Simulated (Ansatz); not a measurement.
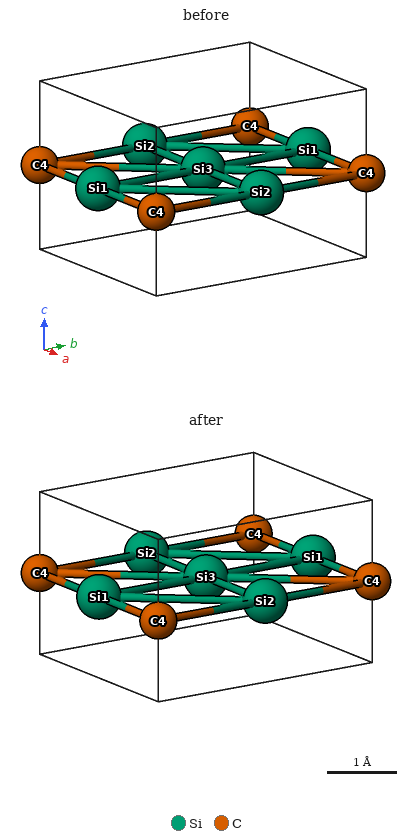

The structure of crystalline Si$_{3}$C (a generated structure, set up in P6/mmm) (coarse preliminary run) before (top) and after (bottom) a relaxation, at one scale.

A ball-and-stick model of the cell of the calculation, seen slightly off an axis.

Level of theory: DFT PBE, scalar-relativistic, plane waves, PAW in Ansatz.

Input file:
```yaml
crystal:
  lattice:
    - [4.8606734231, 0.0, 0.0]
    - [-2.4303367115, 4.2094666639, 0.0]
    - [0.0, 0.0, 2.500744761]
  atoms:
    - { symbol: Si, position: [0.5, 0.0, 0.5] }
    - { symbol: Si, position: [0.0, 0.5, 0.5] }
    - { symbol: Si, position: [0.5, 0.5, 0.5] }
    - { symbol: C, position: [0.0, 0.0, 0.5] }
basis:
  ecutwfc: 420
kpoints:
  mp_grid: { grid: [6, 6, 6] }
hamiltonian:
  xc: pbe
scf:
  occupations: { method: gaussian, width: 0.1 }
  lower_state_search: "off"
output:
  forces: true
  stress: true
  eigenvalues: true
relax:
  adjacent_minimum: "off"
  f_tol: 0.04
  max_steps: 70
  cell: { stress_tol: 0.4 }
```

Launched with:
```bash
ansatz run input.yaml --threads 1 --pin off --max-ram 2048MiB --backend cpu --events-out ev --progress --plain --runs-dir out
```

Question: Summarise the run.

Answer: The atoms keep their places relative to the cell (all moves are under 0.005 Å). The drawn cell changes at constant volume: a = b 4.861 → 4.948 Å (+1.8 %), c 2.501 → 2.413 Å (−3.5 %). Near-neighbour distances that change, for instance: Si1–Si1 2.501 → 2.413 Å, Si1–C4 2.430 → 2.474 Å, Si1–Si2 2.430 → 2.474 Å. The space group stays P6/mmm (No. 191). The energy falls by 24.1 meV per atom in 3 accepted moves (4 points after the start). All forces vanish by symmetry, so only the cell relaxes. Pressure: 0.68 GPa at the start and 0.00 GPa at the end. The SCF was repeated once at an unchanged geometry on a basis and grid sized afresh for the cell, which shifted the energy by 0.1 meV per atom at most. The run took 3.6 s on 1 thread of Intel(R) Xeon(R) 6975P-C (Granite Rapids), with other jobs on the host, peak memory 0.35 GiB.

Limits of the set-up: the k-point mesh is coarse for a cell with partly filled bands.
